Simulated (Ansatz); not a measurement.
**A Fermi-surface study of PbO2 (Fm-3m)**

The calculation's input:

```yaml
crystal:
  lattice:
    - [0.0, 2.57, 2.57]
    - [2.57, 0.0, 2.57]
    - [2.57, 2.57, 0.0]
  atoms:
    - { symbol: Pb, position: [0.0, 0.0, 0.0] }
    - { symbol: O, position: [0.25, 0.25, 0.25] }
    - { symbol: O, position: [0.75, 0.75, 0.75] }
basis:
  ecutwfc: 420
kpoints:
  mp_grid: { grid: [14, 14, 14] }
hamiltonian:
  xc: pbesol
scf:
  occupations: { method: gaussian, width: 0.05 }
output:
  forces: true
  eigenvalues: true
  eigenstates:
    nscf_kmesh: { grid: [34, 34, 34] }
    top_band: c6
    de_dk: true
    localisation: true
  stress: true
checkpoint:
  write: ck
  compress: false
  write_wavefunctions: false
  write_every: 100000
```

Run with:

```sh
ansatz run input.yaml --threads 1 --pin off --max-ram 3072MiB --backend cpu --events-out ev --progress --plain --runs-dir out
```

Method: DFT PBEsol, scalar-relativistic, plane waves, PAW; levels and slopes on a dense k mesh at the converged density in Ansatz 0.2.0. No spin polarisation. Mesh 34×34×34, interpolated with the band slopes. Cell and positions as given, without relaxation (residual pressure 22 GPa). Sheets, masses and frequencies are those of this strained cell.

Part 1: The sheets

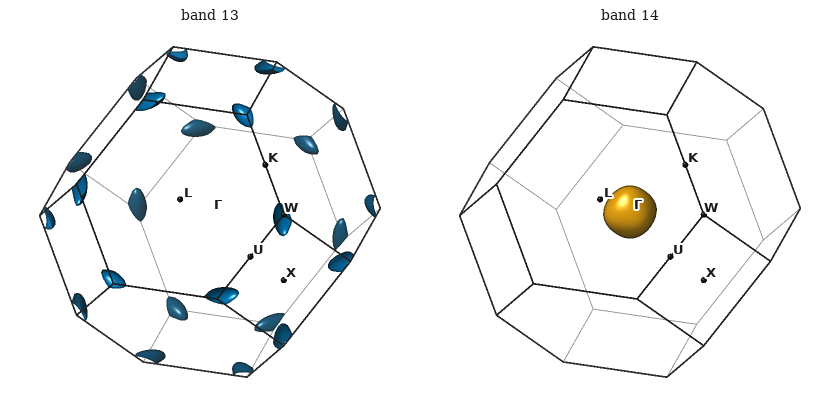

Fermi surface of this crystal. Each panel holds one band. The brighter face of a sheet looks towards empty states.

Question: What does each sheet look like, and where are the electron and hole pockets?

Answer: Two bands cross the Fermi level; this is a semimetal: only small electron and hole pockets.

Band 13: six hole pockets centred at W (each 0.09 % of the zone), only 40 meV deep.
Band 14: one electron pocket centred at Γ (0.55 % of the zone).
A pocket cut by a face of the zone is counted once with the part on the opposite face.
The shape of the surface of band 13 changes its kind within 0.04 eV of this level, so small parts may appear, vanish, join or separate.

Question: How large are the density of states and the plasma frequency?

Answer: The density of states at the Fermi level is 0.48 states/eV per primitive cell. The intraband plasma frequency is 1.5 eV in all directions.

Part 2: Speeds

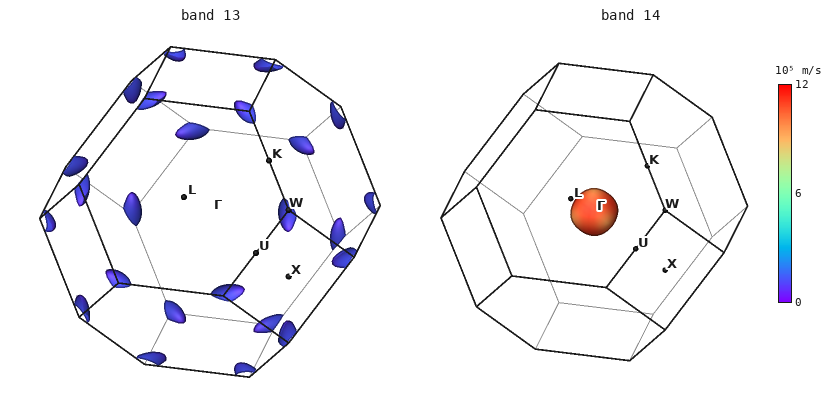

Fermi surface of this crystal, coloured by the Fermi speed.

Question: How fast are the electrons on each sheet?

Answer: Band 13: 0.72 to 1.4 × 10⁵ m/s over most of the sheet, 1.2 × 10⁵ m/s on average over states. Band 14: 9.8 to 11 × 10⁵ m/s over most of the sheet, 11 × 10⁵ m/s on average over states.

Question: Which of these bands adds most to the density of states at the Fermi level?

Answer: Band 13, with 0.46 of 0.48 states/eV per cell.

Part 3: Weight on the atoms

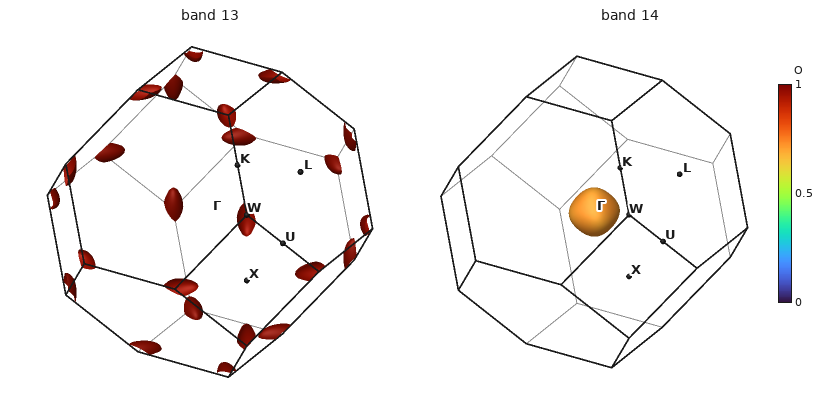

Fermi surface of this crystal, coloured by the weight of the states on O (Voronoi cells).

Question: How much O character do the sheets have, and what else?

Answer: Band 13: almost wholly on O. Band 14: O (71 %) and Pb (29 %).

Part 4: Cuts and bands

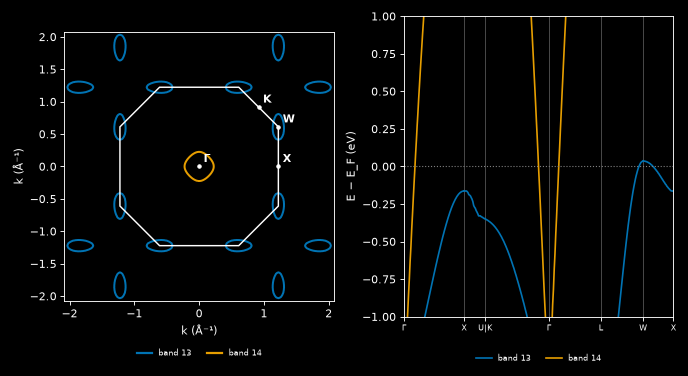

This crystal: cut through the Fermi surface in the plane through Γ, X and W, and the bands that cross the Fermi level.

Question: For each band, read its level at the labelled points (eV from the Fermi level).

Answer:
```csv
band,Γ,X,L
band 13,below,−0.16,below
band 14,below,above,above
```

Negative values are filled states; "above" and "below" lie outside the plotted window.

Part 5: Nesting

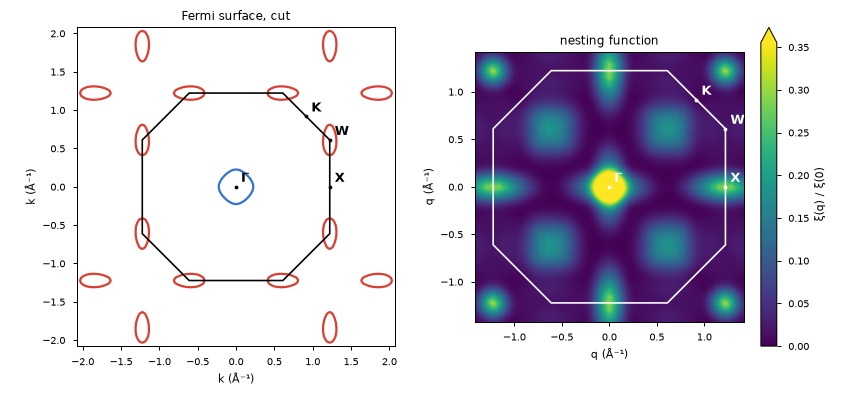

This crystal: a cut of the Fermi surface and the nesting function ξ(q) = Σ δ(ε_k) δ(ε_k+q) over all sheets (each δ a Gaussian as wide as the level changes between mesh points, at least 0.03 eV; heights depend on it), both in the plane through Γ, X and W.

Question: Where is the strongest nesting away from q = 0?

Answer: The highest maximum lies at X, at q = (−0.50, 0.00, −0.50) in units of the primitive reciprocal vectors. It reaches 0.32 of the value at q = 0, against a mean of 0.02. A peak of ξ alone doesn't prove an instability there.

Semilocal functionals overstate band overlaps, so a small overlap like this can be a small gap in truth. Spin-orbit coupling is left out; with Pb it can split, shift or remove sheets. Necks and pockets thinner than about two mesh steps aren't resolved, so separate pockets may in truth be joined.

Time for the whole run: 35 s on 1 thread of Arm Neoverse V1, with other jobs on the host, peak memory 0.55 GiB.
